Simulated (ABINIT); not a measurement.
System: CdI2-type ZrS₂, space group P-3m1, 3 atoms in the cell.

```cif
data_structure
_symmetry_space_group_name_H-M 'P 1'
_symmetry_Int_Tables_number 1
_cell_length_a 3.6914
_cell_length_b 3.6914
_cell_length_c 6.0411
_cell_angle_alpha 90.000
_cell_angle_beta 90.000
_cell_angle_gamma 120.000
_cell_volume 71.29
loop_
_atom_site_label
_atom_site_type_symbol
_atom_site_fract_x
_atom_site_fract_y
_atom_site_fract_z
_atom_site_occupancy
Zr1 Zr 0.00000 0.00000 0.00000 1
S1 S 0.33333 0.66667 0.23791 1
S2 S 0.66667 0.33333 0.76209 1
```

Method: r2SCAN, JTH PAW PBE v2.0, no spin polarisation, no spin-orbit coupling, 6×6×4 k mesh, 653 eV cutoff, Fermi-Dirac smearing of 0.05 eV (ABINIT).

What does the calculation give for the electronic structure? The path is Γ–M–K–Γ–A–L–H–A.

A semiconductor. The gap along this path is 1.33 eV and indirect, from the valence-band top between K and Γ to the conduction-band bottom at L; the smallest direct gap is 1.95 eV, at Γ. At Γ the top valence band lies only 0.05 eV lower. The top valence band spans 1.8 eV and the lowest conduction band 1.3 eV. The direct gaps are 2.15 eV at L, 4.45 eV at H and 2.08 eV at A.

The PAW data sets were made with another functional. LDA, GGA and most meta-GGA functionals understate gaps. The cell is a database's computed one.

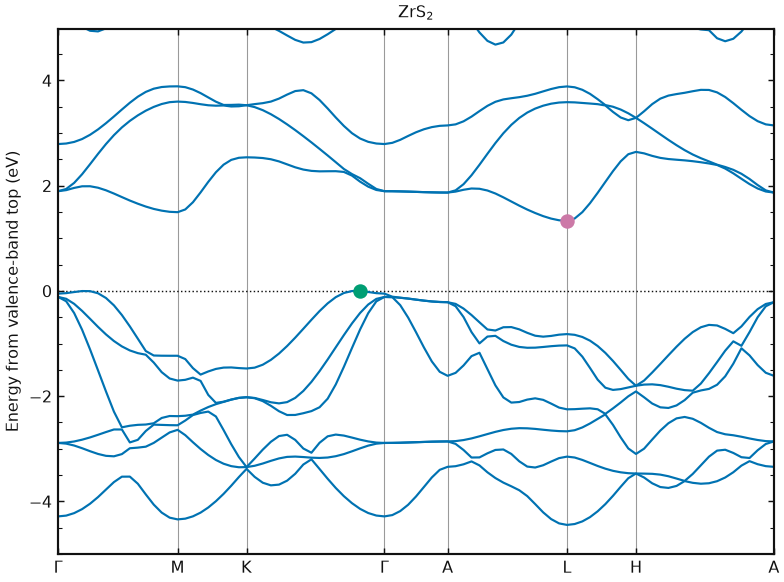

Band structure. Energies are counted from the top of the valence band. The path runs straight from each named point to the next.
